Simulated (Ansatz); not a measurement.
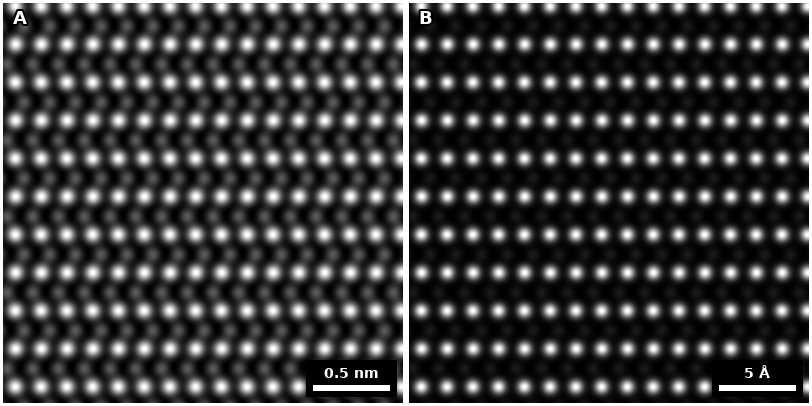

Two simulated images of the same area of CuO (Cc, No. 9) along [100], with a probe of 0.75 Å. One is incoherent Z contrast (Z^1.7 per atom), the other the projected potential of neutral atoms blurred by the probe (iDPC-like, thin sample). Brightness is counted from the darkest point of the image. Structure: the input geometry of a calculation.

### Which panel is which, and how can one tell?

B is the Z-contrast image and A the potential image. The columns of 1 O per repeat reach about 10 % of the brightest peak (1 Cu) in B but about 35 % in A, mainly since the potential grows much more slowly with atomic number.
